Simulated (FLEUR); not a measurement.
# Magnetic state of free Co(0001) film, 3 layers from several starts, part 2 of 3

A self-consistent run ends on one state, which hangs on the start. Several orders of free Co(0001) film, 3 layers are started in FLEUR and their energies compared.

FLEUR MaX-R8.1; PBE; all-electron FLAPW film, Dirac cores, scalar-relativistic bands.

So far. Step 2 (Run 1 (ferro +++)): After 42 cycles the largest moment stands at 1.83 μB.

## 3. Start 2: ferri +-+

Reversing part of the moments tests the sign of the couplings between them.

inp.xml

```
<?xml version="1.0" encoding="UTF-8" standalone="no"?>
<fleurInput fleurInputVersion="0.39">
   <comment>
      Co
   </comment>
   <calculationSetup>
      <cutoffs Kmax="3.66" Gmax="11.0" GmaxXC="11.0" numbands="0"/>
      <scfLoop itmax="120" minDistance="0.00002" maxIterBroyd="15" imix="Anderson" alpha="0.03" precondParam="0.0" spinf="2.0" sdNocoIR="T"/>
      <coreElectrons ctail="T" frcor="F" kcrel="1" coretail_lmax="0"/>
      <xcFunctional name="pbe" relativisticCorrections="F"/>
      <magnetism jspins="2"/>
      <soc l_soc="F" theta="0.0" phi="0.0" spav="F"/>
      <expertModes spex="0" secvar="F"/>
      <geometryOptimization l_f="F" forcealpha="1.0" forcemix="BFGS" epsdisp="0.00001" epsforce="0.00001"/>
      <ldaU l_linMix="F" mixParam="0.05" spinf="1.0"/>
   </calculationSetup>
   <cell>
      <bzIntegration valenceElectrons="51.0" mode="hist" fermiSmearingEnergy="0.00183747">
         <kPointListSelection listName="default-1"/>
         <xi:include xmlns:xi="http://www.w3.org/2001/XInclude" href="kpts.xml"> </xi:include>
      </bzIntegration>
      <xi:include xmlns:xi="http://www.w3.org/2001/XInclude" href="sym.xml"> </xi:include>
      <filmLattice scale="1.0" dVac="12.97" dTilda="15.47">
         <bravaisMatrixFilm>
            <row-1>    4.7375437355433538    -0.0000000791795246</row-1>
            <row-2>   -2.3687717992124133     4.1028332661104852</row-2>
         </bravaisMatrixFilm>
         <vacuumEnergyParameters vacuum="1" spinUp="-.25" spinDown="-.25"/>
      </filmLattice>
   </cell>
   <atomSpecies>
      <species name="Cobalt (Co2.000" element="Co" atomicNumber="27">
         <mtSphere radius="2.24" gridPoints="741" logIncrement="0.016"/>
         <atomicCutoffs lmax="8" lnonsphr="6"/>
         <electronConfig flipSpins="F">
            <coreConfig>(1s1/2) (2s1/2) (2p1/2) (2p3/2)</coreConfig>
            <valenceConfig>(3s1/2) (3p1/2) (3p3/2) (4s1/2) (3d3/2) (3d5/2)</valenceConfig>
            <stateOccupation state="(3d3/2)" spinUp="1.5" spinDown="1.3"/>
            <stateOccupation state="(3d5/2)" spinUp="3.0" spinDown="1.2"/>
         </electronConfig>
         <energyParameters s="4" p="4" d="3" f="4"/>
         <lo type="SCLO" l="0" n="3" eDeriv="0"/>
         <lo type="SCLO" l="1" n="3" eDeriv="0"/>
      </species>
      <species name="Cobalt (Co-2.000" element="Co" atomicNumber="27">
         <mtSphere radius="2.24" gridPoints="741" logIncrement="0.016"/>
         <atomicCutoffs lmax="8" lnonsphr="6"/>
         <electronConfig flipSpins="F">
            <coreConfig>(1s1/2) (2s1/2) (2p1/2) (2p3/2)</coreConfig>
            <valenceConfig>(3s1/2) (3p1/2) (3p3/2) (4s1/2) (3d3/2) (3d5/2)</valenceConfig>
            <stateOccupation state="(3d3/2)" spinUp="1.3" spinDown="1.5"/>
            <stateOccupation state="(3d5/2)" spinUp="1.2" spinDown="3.0"/>
         </electronConfig>
         <energyParameters s="4" p="4" d="3" f="4"/>
         <lo type="SCLO" l="0" n="3" eDeriv="0"/>
         <lo type="SCLO" l="1" n="3" eDeriv="0"/>
      </species>
   </atomSpecies>
   <atomGroups>
      <atomGroup species="Cobalt (Co2.000">
         <filmPos label="                   1">-1.000/3.000 1.000/3.000 -3.8456063830</filmPos>
         <filmPos label="                   3">-1.000/3.000 1.000/3.000 3.8456063830</filmPos>
         <force calculate="T" relaxXYZ="TTT"/>
      </atomGroup>
      <atomGroup species="Cobalt (Co-2.000">
         <filmPos label="                   2">1.000/3.000 -1.000/3.000 .0000000000</filmPos>
         <force calculate="T" relaxXYZ="TTT"/>
      </atomGroup>
   </atomGroups>
   <output dos="F" band="F" slice="F">
      <bandDOS minEnergy="-.5*Htr" maxEnergy="0.5*Htr" sigma="0.015" storeEVData="T"/>
      <plotting iplot="0" polar="F">
         <plot TwoD="T" vec1="  1.0  0.0  0.0" vec2="  0.0  1.0  0.0" vec3="  0.0  0.0  1.0" zero="  0.0  0.0 -0.5" file="plot"/>
      </plotting>
      <moessbauerParams electricFieldGradient="F" isomerShift="T" coreHyperfine="T" valenceHyperfine="T"/>
   </output>
</fleurInput>
```

crystal.txt

```
Co
&input film=T cartesian=F /
2.50700018054  -0.00000004190  0.00000000000
-1.25350005399  2.17112586459  0.00000000000
0.00000000000  0.00000000000  1.00000000000
1.8897261246
1.0 1.0 1.0

3
27 0.66666666667  0.33333333333  -3.84560638303 : 2.000
27 0.33333333333  0.66666666667  0.00000000000 : -2.000
27 0.66666666667  0.33333333333  3.84560638303 : 2.000

&kpt div1=12 div2=12 div3=1 gamma=T /
```

Started as:

```
OMP_NUM_THREADS=1 inpgen -f crystal.txt > inpgen.log  # inp.xml is then edited as shown
OMP_NUM_THREADS=1 mpirun -n 4 fleur_MPI > fleur.log
```

The program printed:

```text
[banner, memory and clock lines left out]
Welcome to FLEUR        (www.flapw.de)
      MaX-Release 8.1          (www.max-centre.eu)

 ========== k-point set info ==========
 Selected k-point list: default-1
 k-point list type: mesh
 0 x 0 x 0
 Number of k points: 20

 ------------Calculation Setup---------------------------
 Number of PE/node        :            4
 Number of OMP-threads    :            1
 k-points in parallel     :            4
 pe's per k-point         :            1
 No of k-point loops      :            5
 Eigenvalue solver        :       lapack
 Number of basis functions:          273
 Approximate size of matrices (H+S) per k-point:         0.002 GB
 [... lines of the core solver left out ...]
 Iteration:     1   Distance:      38.46873752 me/bohr^3
 [... lines of the core solver left out ...]
 Iteration:     2   Distance:      19.25168357 me/bohr^3
 [... lines of the core solver left out ...]
 Iteration:     3   Distance:      14.45155599 me/bohr^3
 [... lines of the core solver left out ...]
 Iteration:     4   Distance:       8.35284048 me/bohr^3
 [... lines of the core solver left out ...]
 Iteration:     5   Distance:       8.51885729 me/bohr^3
 [... lines of the core solver left out ...]
 Iteration:     6   Distance:       7.15119392 me/bohr^3
 [... lines of the core solver left out ...]
 Iteration:     7   Distance:       6.01747552 me/bohr^3
 [... lines of the core solver left out ...]
[... rest left out ...]

--- out.xml (last complete iteration) ---
<iteration numberForCurrentRun="   95" overallNumber="   95">
         [... left out ...]
         <bandgap value="0.0089040893" units="eV"/>
         <sumValenceSingleParticleEnergies value="-71.0904770095" units="Htr"/>
         <FermiEnergy value="-0.1828486827" units="Htr"/>
         <valenceDensity>
            <mtCharges spin="1">
               <mtCharge atomType="1" total="8.8008095" s="1.1931211" p="3.1259115" d="4.4701360" f="0.0088408"/>
               <mtCharge atomType="2" total="8.8423702" s="1.1916638" p="3.1653822" d="4.4692724" f="0.0122698"/>
            </mtCharges>
            <mtCharges spin="2">
               <mtCharge atomType="1" total="6.9703744" s="1.1972996" p="3.1569487" d="2.6051823" f="0.0085318"/>
               <mtCharge atomType="2" total="7.0412021" s="1.1994552" p="3.2016189" d="2.6246602" f="0.0120702"/>
            </mtCharges>
            <spinDependentCharge spin="1" total="28.1288322" interstitial="1.5852714" mtSpheres="26.4439893" vacuum1="0.0497858"/>
            <spinDependentCharge spin="2" total="22.8711680" interstitial="1.7778407" mtSpheres="20.9819509" vacuum1="0.0556882"/>
            <totalCharge value="51.0000002359"/>
         </valenceDensity>
         [... left out ...]
         <magneticMomentsInMTSpheres units="muBohr">
            <globalMagMoment atomType="1" vec="0.00000   0.00000   1.83044"/>
            <localMagMoment atomType="1" vec="0.00000   0.00000   1.83044"/>
            <globalMagMoment atomType="2" vec="0.00000   0.00000   1.80118"/>
            <localMagMoment atomType="2" vec="0.00000   0.00000   1.80118"/>
         </magneticMomentsInMTSpheres>
         [... left out ...]
         <totalEnergy value="    -4180.3720337145" units="Htr">
            <sumOfEigenvalues value="    -2449.7730591178">
               <coreElectrons value="-2378.6825821083"/>
               <valenceElectrons value="-71.0904770095"/>
            </sumOfEigenvalues>
            <densityCoulombPotentialIntegral value="-6459.4266673705"/>
            <densityEffectivePotentialIntegral value="-6691.8802078410"/>
            <chargeDenXCDenIntegral value="-179.0139629893"/>
            <FockExchangeEnergyValence value="0.0000000000"/>
            <FockExchangeEnergyCore value="0.0000000000"/>
         [... left out ...]
            <tkbTimesEntropy value="0.0009787773"/>
            <freeEnergy value="-4180.3730124918"/>
            <extrapolationTo0K value="-4180.3725231032"/>
         </totalEnergy>
         <densityConvergence units="me/bohr^3">
            <chargeDensity spin="1" distance="0.0000034341"/>
            <chargeDensity spin="2" distance="0.0000101335"/>
            <overallChargeDensity distance="0.0000105010"/>
            <spinDensity distance="0.0000108945"/>
         </densityConvergence>
      </iteration>
```

Elapsed: 1.7 min, on 4 MPI ranks of Arm Neoverse V1, shared host; peak memory 0.26 GiB; 6.9 min of CPU time.

Spin moment in the muffin-tin sphere by atom:

| atom | spin moment in the muffin-tin sphere (μB) |
| --- | --- |
| Co1 | 1.83 |
| Co2 | 1.80 |
| Co3 | 1.83 |

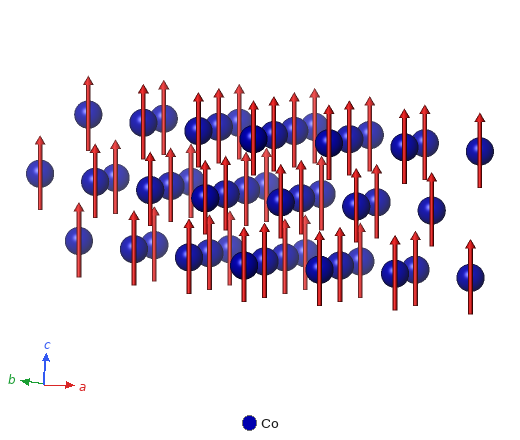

Spin moment in the muffin-tin sphere as arrows, the longest 1.83 μB. Up and down stand for the sign. Arrows give size and sign along the axis of quantisation, drawn up and down the page. 4×4×1 cells are drawn.

Numbers from this step:

| Quantity | Value |
| --- | --- |
| free energy | -113753.7447 eV |
| program's band gap on this mesh (in a metal only a level spacing) | 0.008904 eV |
| magnetization | 5.258 μB |
| final state | ferromagnetic |

The typed pattern was not kept: a seeded moment turned or collapsed.

It lies level with the first start, and its largest moment is 1.83 μB against 1.83 μB.

## 4. Start 3: no spin polarisation

A spinless run gives the zero against which the gain from the moments is read.

Changes to inp.xml since step 3:

```diff
@@ -10,3 +10,3 @@
       <xcFunctional name="pbe" relativisticCorrections="F"/>
-      <magnetism jspins="2"/>
+      <magnetism jspins="1"/>
       <soc l_soc="F" theta="0.0" phi="0.0" spav="F"/>
@@ -31,3 +31,3 @@
    <atomSpecies>
-      <species name="Cobalt (Co2.000" element="Co" atomicNumber="27">
+      <species name="Cobalt (Co)" element="Co" atomicNumber="27">
          <mtSphere radius="2.24" gridPoints="741" logIncrement="0.016"/>
@@ -37,17 +37,4 @@
             <valenceConfig>(3s1/2) (3p1/2) (3p3/2) (4s1/2) (3d3/2) (3d5/2)</valenceConfig>
-            <stateOccupation state="(3d3/2)" spinUp="1.5" spinDown="1.3"/>
-            <stateOccupation state="(3d5/2)" spinUp="3.0" spinDown="1.2"/>
-         </electronConfig>
-         <energyParameters s="4" p="4" d="3" f="4"/>
-         <lo type="SCLO" l="0" n="3" eDeriv="0"/>
-         <lo type="SCLO" l="1" n="3" eDeriv="0"/>
-      </species>
-      <species name="Cobalt (Co-2.000" element="Co" atomicNumber="27">
-         <mtSphere radius="2.24" gridPoints="741" logIncrement="0.016"/>
-         <atomicCutoffs lmax="8" lnonsphr="6"/>
-         <electronConfig flipSpins="F">
-            <coreConfig>(1s1/2) (2s1/2) (2p1/2) (2p3/2)</coreConfig>
-            <valenceConfig>(3s1/2) (3p1/2) (3p3/2) (4s1/2) (3d3/2) (3d5/2)</valenceConfig>
-            <stateOccupation state="(3d3/2)" spinUp="1.3" spinDown="1.5"/>
-            <stateOccupation state="(3d5/2)" spinUp="1.2" spinDown="3.0"/>
+            <stateOccupation state="(3d3/2)" spinUp="1.400000" spinDown="1.400000"/>
+            <stateOccupation state="(3d5/2)" spinUp="2.100000" spinDown="2.100000"/>
          </electronConfig>
@@ -59,3 +46,3 @@
    <atomGroups>
-      <atomGroup species="Cobalt (Co2.000">
+      <atomGroup species="Cobalt (Co)">
          <filmPos label="                   1">-1.000/3.000 1.000/3.000 -3.8456063830</filmPos>
@@ -64,3 +51,3 @@
       </atomGroup>
-      <atomGroup species="Cobalt (Co-2.000">
+      <atomGroup species="Cobalt (Co)">
          <filmPos label="                   2">1.000/3.000 -1.000/3.000 .0000000000</filmPos>
```

crystal.txt

```
Co
&input film=T cartesian=F /
2.50700018054  -0.00000004190  0.00000000000
-1.25350005399  2.17112586459  0.00000000000
0.00000000000  0.00000000000  1.00000000000
1.8897261246
1.0 1.0 1.0

3
27 0.66666666667  0.33333333333  -3.84560638303
27 0.33333333333  0.66666666667  0.00000000000
27 0.66666666667  0.33333333333  3.84560638303

&kpt div1=12 div2=12 div3=1 gamma=T /
```

The program printed:

```text
[banner, memory and clock lines left out]
Welcome to FLEUR        (www.flapw.de)
      MaX-Release 8.1          (www.max-centre.eu)

 ========== k-point set info ==========
 Selected k-point list: default-1
 k-point list type: mesh
 0 x 0 x 0
 Number of k points: 20

 [... set-up left out ...]
 Iteration:     1   Distance:      38.06741958 me/bohr^3
 [... lines of the core solver left out ...]
 Iteration:     2   Distance:      29.18866356 me/bohr^3
 [... lines of the core solver left out ...]
 Iteration:     3   Distance:      17.31982819 me/bohr^3
[...]
<FermiEnergy value="-0.1912010973" units="Htr"/>
         [... left out ...]
         <totalEnergy value="    -4180.3340475148" units="Htr">
            <sumOfEigenvalues value="    -2449.8159748871">
               <coreElectrons value="-2378.8060053579"/>
               <valenceElectrons value="-71.0099695292"/>
            </sumOfEigenvalues>
         [... left out ...]
            <freeEnergy value="-4180.3373055034"/>
            <extrapolationTo0K value="-4180.3356765091"/>
         </totalEnergy>
         <densityConvergence units="me/bohr^3">
            <chargeDensity spin="1" distance="0.0000074545"/>
         </densityConvergence>
      </iteration>
```

Wall time 19 s (4 MPI ranks); peak memory 0.21 GiB; 74 s of CPU time.

This step gave:

```
free energy                                                       : -113752.7731 eV
program's band gap on this mesh (in a metal only a level spacing) : 0.01487 eV
final state                                                       : non-magnetic (no spin polarisation)
```

It lies 324 meV a seeded atom over the first start.

## 5. Energies of the orders

Free energies are divided by the number of seeded atoms.

Orders:

```csv
start,final state,typed order kept,energy over the lowest (meV a seeded atom),largest sphere moment (μB),net moment (μB a primitive cell),mesh matched,CPU time (s)
ferro +++,ferromagnetic,yes,0,1.83,5.258,yes,180.1
ferri +-+,ferromagnetic,no,0,1.83,5.258,yes,415.6
no spin polarisation,non-magnetic,-,323.9,0,0,yes,74.18
```

(Continued in part 3 of 3.)

[Logs and program files are shortened in this print: banners, set-up blocks, solver, clock and traceback lines can be left out without a mark of their own.]

[Logs are printed without paths, hosts, clocks, repeated set-up lines and the standing remarks that a program may print on its own settings, such as how far it seeks lower states.]

[Hosts, paths, dates, database ids (printed as entryN), source tags and the programs' standing remarks are cut or masked in the printed files.]

[Where a cell is said to come from a database of computed structures, the database is the Materials Project.]
